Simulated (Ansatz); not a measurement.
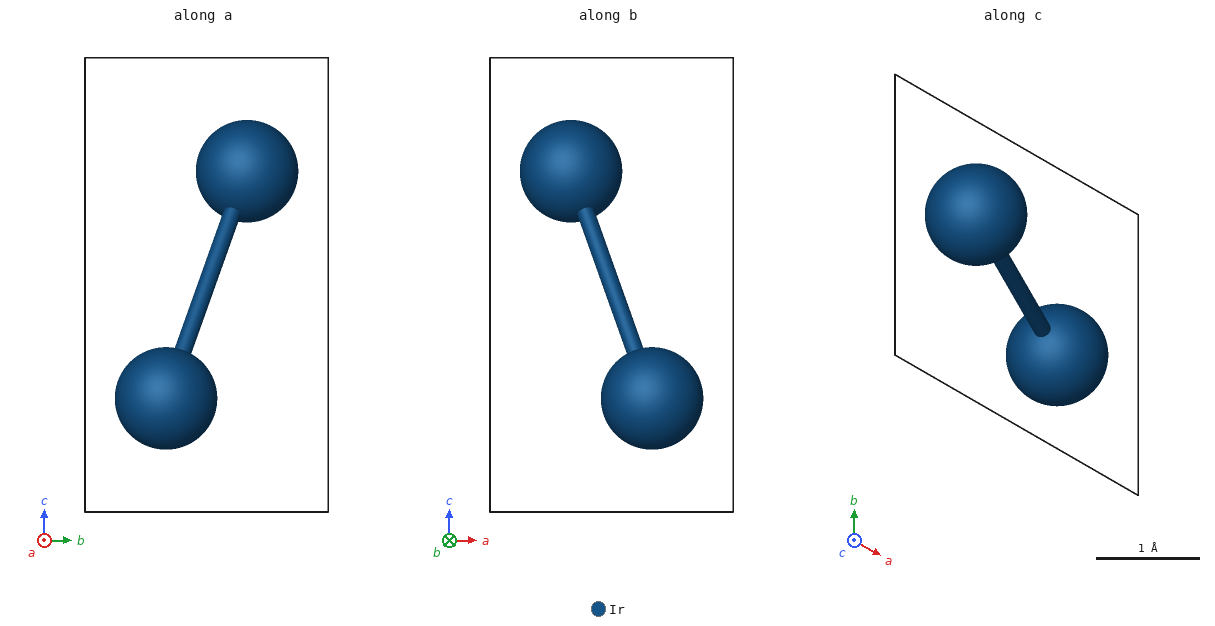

View along the a axis, along the b axis and along the c axis, drawn as a ball-and-stick model. The outline marks the conventional unit cell.

Lattice parameters: a = 2.730 Å, b = 2.730 Å, c = 4.420 Å, α = 90.00°, β = 90.00°, γ = 120.00°.

**Set out the cell and atoms as a table of Wyckoff sites.**

Space group P6_3/mmc (No. 194).
```
atom  site       x       y       z
  Ir    2d  0.3333  0.6667  0.7500
```

The structure comes from a structure type filled with this element by a generator (whether the element takes this form wasn't checked). The cell was then strained or its atoms displaced on purpose. It was relaxed at fixed volume with DFT r2SCAN, scalar-relativistic, plane waves, PAW in Ansatz 0.2.0.
